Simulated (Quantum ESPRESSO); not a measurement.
# Single-point calculation of FeS₂ (part 2 of 2)

The same run, continued: FeS₂ (Pnnm, 6 atoms in the cell); Kohn-Sham DFT of a periodic cell, PBE, SSSP 1.3 efficiency PBE, spin-polarised (Quantum ESPRESSO 7.5); cutoff 870.76 eV, 6×5×8 k-mesh, fermi-dirac of 0.05 eV, collinear spins. The structure derives from an entry of the Crystallography Open Database.

The program's output, continued
```
     iteration # 13     ecut=    64.00 Ry     beta= 0.30
     Davidson diagonalization with overlap
     ethr =  2.86E-10,  avg # of iterations =  5.8

     total energy              =    -755.15563094 Ry
     estimated scf accuracy    <       0.00000010 Ry

     total magnetization       =     0.00 Bohr mag/cell
     absolute magnetization    =     0.00 Bohr mag/cell

     iteration # 14     ecut=    64.00 Ry     beta= 0.30
     Davidson diagonalization with overlap
     ethr =  1.80E-10,  avg # of iterations =  2.0

     total energy              =    -755.15563277 Ry
     estimated scf accuracy    <          7.4E-09 Ry

     total magnetization       =     0.00 Bohr mag/cell
     absolute magnetization    =     0.00 Bohr mag/cell

     iteration # 15     ecut=    64.00 Ry     beta= 0.30
     Davidson diagonalization with overlap
     ethr =  1.32E-11,  avg # of iterations =  3.8

     total energy              =    -755.15563365 Ry
     estimated scf accuracy    <          6.1E-09 Ry

     total magnetization       =     0.00 Bohr mag/cell
     absolute magnetization    =     0.00 Bohr mag/cell

     iteration # 16     ecut=    64.00 Ry     beta= 0.30
     Davidson diagonalization with overlap
     ethr =  1.10E-11,  avg # of iterations =  2.0

     Magnetic moment per site  (integrated on atomic sphere of radius R)
     atom   1 (R=0.216)  charge= 13.9423  magn= -0.0000
     atom   2 (R=0.216)  charge= 13.9423  magn= -0.0000
     atom   3 (R=0.216)  charge=  3.5656  magn=  0.0000
     atom   4 (R=0.216)  charge=  3.5656  magn=  0.0000
     atom   5 (R=0.216)  charge=  3.5656  magn=  0.0000
     atom   6 (R=0.216)  charge=  3.5656  magn=  0.0000

     End of self-consistent calculation

     Number of k-points >= 100: set verbosity='high' to print the bands.

     the Fermi energy is    13.1071 ev

!    total energy              =    -755.15563451 Ry
     estimated scf accuracy    <          7.3E-10 Ry
     smearing contrib. (-TS)   =      -0.00000116 Ry
     internal energy E=F+TS    =    -755.15563335 Ry

     The total energy is F=E-TS. E is the sum of the following terms:
     one-electron contribution =    -329.69516915 Ry
     hartree contribution      =     196.53675171 Ry
     xc contribution           =    -103.73230030 Ry
     ewald contribution        =    -365.96025400 Ry
     one-center paw contrib.   =    -152.30466161 Ry

     total magnetization       =    -0.00 Bohr mag/cell
     absolute magnetization    =     0.00 Bohr mag/cell

     convergence has been achieved in  16 iterations

     Forces acting on atoms (cartesian axes, Ry/au):

     atom    1 type  1   force =     0.00000000    0.00000000    0.00000000
     atom    2 type  1   force =     0.00000000    0.00000000    0.00000000
     atom    3 type  2   force =     0.00596960   -0.00259744    0.00000000
     atom    4 type  2   force =    -0.00596960   -0.00259744    0.00000000
     atom    5 type  2   force =    -0.00596960    0.00259744    0.00000000
     atom    6 type  2   force =     0.00596960    0.00259744    0.00000000

     Total force =     0.013020     Total SCF correction =     0.000004

     Computing stress (Cartesian axis) and pressure

          total   stress  (Ry/bohr**3)                   (kbar)     P=        9.22
   0.00001173   0.00000000   0.00000000            1.73        0.00        0.00
   0.00000000   0.00010682   0.00000000            0.00       15.71        0.00
   0.00000000   0.00000000   0.00006947            0.00        0.00       10.22

=------------------------------------------------------------------------------=
   JOB DONE.
=------------------------------------------------------------------------------=
```

File pp_density.out
```
This program is part of the open-source Quantum ESPRESSO suite
     for quantum simulation of materials; please cite
         "P. Giannozzi et al., J. Phys.:Condens. Matter 21 395502 (2009);
         "P. Giannozzi et al., J. Phys.:Condens. Matter 29 465901 (2017);
         "P. Giannozzi et al., J. Chem. Phys. 152 154105 (2020);
          URL
     in publications or presentations arising from this work. More details at

     ./tmp/pwscf.save/
     file Fe.pbe-spn-kjpaw_psl.0.2.1.UPF: wavefunction(s)  3D renormalized

     IMPORTANT: XC functional enforced from input :
     Exchange-correlation= PBE
                           (   1   4   3   4   0   0   0)
     Any further DFT definition will be discarded
     Please, verify this is what you really want

     G-vector sticks info
     --------------------
     sticks:   dense  smooth     PW     G-vecs:    dense   smooth      PW
     Sum        5321    1737    515               200933    37673    5987

     Using Slab Decomposition

     Check: negative core charge=   -0.000009

     Calling punch_plot, plot_num =   0
     Writing data to file  density.dat
     Reading data from file  density.dat

     Writing data to be plotted to file density.cube
     Plot Type: 3D                     Output format: Gaussian cube

=------------------------------------------------------------------------------=
   JOB DONE.
=------------------------------------------------------------------------------=
```

File pp_potential.out
```
This program is part of the open-source Quantum ESPRESSO suite
     for quantum simulation of materials; please cite
         "P. Giannozzi et al., J. Phys.:Condens. Matter 21 395502 (2009);
         "P. Giannozzi et al., J. Phys.:Condens. Matter 29 465901 (2017);
         "P. Giannozzi et al., J. Chem. Phys. 152 154105 (2020);
          URL
     in publications or presentations arising from this work. More details at

     ./tmp/pwscf.save/
     file Fe.pbe-spn-kjpaw_psl.0.2.1.UPF: wavefunction(s)  3D renormalized

     IMPORTANT: XC functional enforced from input :
     Exchange-correlation= PBE
                           (   1   4   3   4   0   0   0)
     Any further DFT definition will be discarded
     Please, verify this is what you really want

     G-vector sticks info
     --------------------
     sticks:   dense  smooth     PW     G-vecs:    dense   smooth      PW
     Sum        5321    1737    515               200933    37673    5987

     Using Slab Decomposition

     Check: negative core charge=   -0.000009

     Calling punch_plot, plot_num =  11
     Writing data to file  potential.dat
     Reading data from file  potential.dat

     Writing data to be plotted to file potential.cube
     Plot Type: 3D                     Output format: Gaussian cube

=------------------------------------------------------------------------------=
   JOB DONE.
=------------------------------------------------------------------------------=
```

File pp_spin.out
```
This program is part of the open-source Quantum ESPRESSO suite
     for quantum simulation of materials; please cite
         "P. Giannozzi et al., J. Phys.:Condens. Matter 21 395502 (2009);
         "P. Giannozzi et al., J. Phys.:Condens. Matter 29 465901 (2017);
         "P. Giannozzi et al., J. Chem. Phys. 152 154105 (2020);
          URL
     in publications or presentations arising from this work. More details at

     ./tmp/pwscf.save/
     file Fe.pbe-spn-kjpaw_psl.0.2.1.UPF: wavefunction(s)  3D renormalized

     IMPORTANT: XC functional enforced from input :
     Exchange-correlation= PBE
                           (   1   4   3   4   0   0   0)
     Any further DFT definition will be discarded
     Please, verify this is what you really want

     G-vector sticks info
     --------------------
     sticks:   dense  smooth     PW     G-vecs:    dense   smooth      PW
     Sum        5321    1737    515               200933    37673    5987

     Using Slab Decomposition

     Check: negative core charge=   -0.000009

     Calling punch_plot, plot_num =   6
     Writing data to file  spin.dat
     Reading data from file  spin.dat

     Writing data to be plotted to file spin.cube
     Plot Type: 3D                     Output format: Gaussian cube

=------------------------------------------------------------------------------=
   JOB DONE.
=------------------------------------------------------------------------------=
```

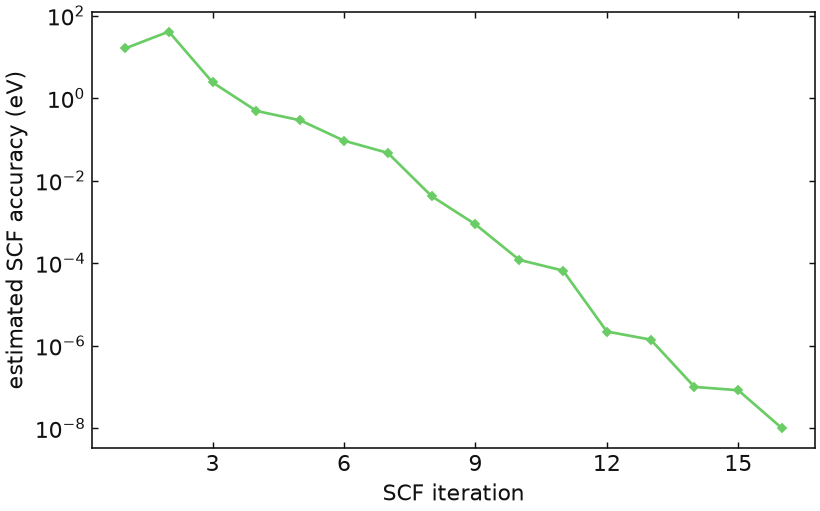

Fig. 1: Convergence of the self-consistent field: estimated SCF accuracy against the iteration. The field takes 16 iterations in all.

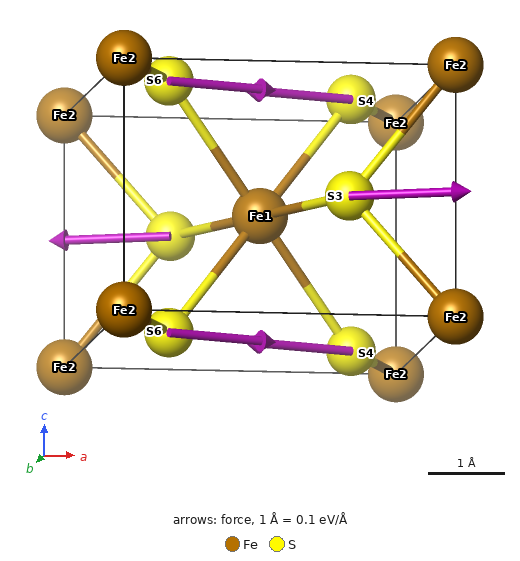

Fig. 2: Forces on the atoms as pink arrows (ball-and-stick view of the cell of the calculation, seen at an oblique angle; atoms are numbered from 1 in the order of the input). The largest act on all 4 S atoms (0.17 eV/Å). The geometry is not a stationary point of this energy.

The run was set up as follows.

Input
```
&CONTROL
  calculation = 'scf'
  prefix = 'pwscf'
  outdir = './tmp'
  pseudo_dir = './pseudo'
  tprnfor = .true.
  tstress = .true.
  disk_io = 'low'
/
&SYSTEM
  ibrav = 0
  celldm(1) = 8
  nat = 6
  ntyp = 2
  ecutwfc = 64
  ecutrho = 782
  nbnd = 41
  occupations = 'smearing'
  smearing = 'fd'
  degauss = 0.00367493
  nspin = 2
  starting_magnetization(1) = 0.1875
  starting_magnetization(2) = 0
/
&ELECTRONS
  conv_thr = 1.2d-09
  electron_maxstep = 120
  mixing_beta = 0.3
/
ATOMIC_SPECIES
Fe    55.8450 Fe.pbe-spn-kjpaw_psl.0.2.1.UPF
S     32.0600 s_pbe_v1.4.uspp.F.UPF
CELL_PARAMETERS alat
  1.0487979991673   0.0000000000000   0.0000000000000
  0.0000000000000   1.2732029764666   0.0000000000000
  0.0000000000000   0.0000000000000   0.7960471299986
ATOMIC_POSITIONS crystal
Fe     0.5000000000    0.5000000000    0.5000000000
Fe     0.0000000000    0.0000000000    0.0000000000
S      0.7030000000    0.1250000000    0.5000000000
S      0.7970000000    0.6250000000    0.0000000000
S      0.2970000000    0.8750000000    0.5000000000
S      0.2030000000    0.3750000000    0.0000000000
K_POINTS automatic
6 5 8 0 0 0
```

File pp_density.in
```
&INPUTPP
  prefix = 'pwscf'
  outdir = './tmp'
  filplot = 'density.dat'
  plot_num = 0
/
&PLOT
  nfile = 1
  filepp(1) = 'density.dat'
  iflag = 3
  output_format = 6
  fileout = 'density.cube'
/
```

File pp_potential.in
```
&INPUTPP
  prefix = 'pwscf'
  outdir = './tmp'
  filplot = 'potential.dat'
  plot_num = 11
/
&PLOT
  nfile = 1
  filepp(1) = 'potential.dat'
  iflag = 3
  output_format = 6
  fileout = 'potential.cube'
/
```

File pp_spin.in
```
&INPUTPP
  prefix = 'pwscf'
  outdir = './tmp'
  filplot = 'spin.dat'
  plot_num = 6
/
&PLOT
  nfile = 1
  filepp(1) = 'spin.dat'
  iflag = 3
  output_format = 6
  fileout = 'spin.cube'
/
```

Run as:
```bash
OMP_NUM_THREADS=1 mpirun -n 2 pw.x -nk 2 -in pw.in > pw.out
OMP_NUM_THREADS=1 mpirun -n 1 pp.x -in pp_density.in > pp_density.out
OMP_NUM_THREADS=1 mpirun -n 1 pp.x -in pp_potential.in > pp_potential.out
OMP_NUM_THREADS=1 mpirun -n 1 pp.x -in pp_spin.in > pp_spin.out
```

Key numbers

| quantity | value |
| --- | --- |
| outcome | converged |
| space group (tolerance 0.01 Å) | Pnnm (58) |
| electrons treated | 56 |
| free energy | −10274.4158 eV |
| Fermi energy | 13.107 eV |
| gap on the k-point mesh | 0.93 eV |
| net moment of the cell | 0.00 μB |
| integrated absolute moment | 0.00 μB |
| pressure | 0.92 GPa |
| largest force (length of the vector) | 0.167 eV/Å |
| hardware | 2 threads of Intel Xeon @ 2.50GHz (Skylake/Cascade Lake), 128 GiB of memory available, shared host |
| wall time | 7.9 min (CPU time 15 min) |
| peak memory | 1.3 GiB |

Notes

Semilocal DFT without U tends to delocalise the d electrons of such compounds and to underestimate the gap.
